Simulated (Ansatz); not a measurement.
## Electronic structure of KF in real space

```cif
data_structure
_symmetry_space_group_name_H-M 'P 1'
_symmetry_Int_Tables_number 1
_cell_length_a 3.4970
_cell_length_b 3.4970
_cell_length_c 9.2811
_cell_angle_alpha 90.000
_cell_angle_beta 90.000
_cell_angle_gamma 120.000
_cell_volume 98.29
loop_
_atom_site_label
_atom_site_type_symbol
_atom_site_fract_x
_atom_site_fract_y
_atom_site_fract_z
_atom_site_occupancy
K1 K 0.00000 0.00000 0.00000 1
K2 K 0.66667 0.33333 0.33333 1
K3 K 0.33333 0.66667 0.66667 1
F1 F 0.33333 0.66667 0.16667 1
F2 F 0.00000 0.00000 0.50000 1
F3 F 0.66667 0.33333 0.83333 1
```

Space group R-3m; computed pressure about 2 GPa in this cell.

All numbers below come from DFT LDA, scalar-relativistic, plane waves, PAW in Ansatz 0.2.0.

The density is the valence pseudo-density of a PAW calculation; it isn't the true density close to the nuclei.

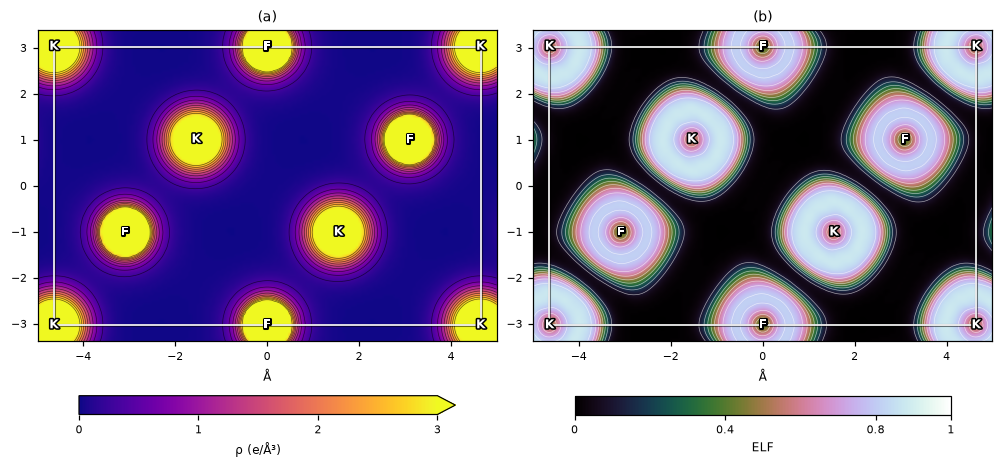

Figure 1. (a) valence charge density (pseudo); (b) electron localisation function on the (110) plane of the conventional cell.

What does the map show?

- Atoms in the plane: K and F.
- K–F (2.54 Å): the density is about 0.17 e/Å³ at the midpoint; the ELF is about 0.05 at the midpoint (a largely ionic contact).
- Between the atoms the lowest density in this plane is 0.01 e/Å³.
- The features right at K lie inside the PAW spheres, where the map follows smoothed inner orbitals and isn't to be read closely.

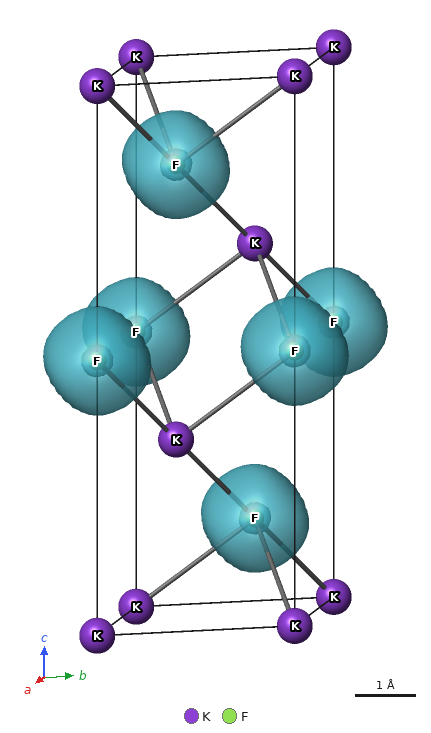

Figure 2. Isosurface of the ELF at 0.65 (cyan), seen slightly off an axis. Core shells and regions of very low density are left out. Sticks mark near contacts.

What do the ELF domains correspond to?

The ELF exceeds this value in three regions wrapped around F (the valence shell of each), counted in one cell of 6 atoms. Regions shared between cells count once.

Does the calculation give a band gap?

It is gapped, with a Kohn–Sham gap of 6.6 eV on the k-point mesh (the band edges may lie off the mesh, which would make the gap smaller).
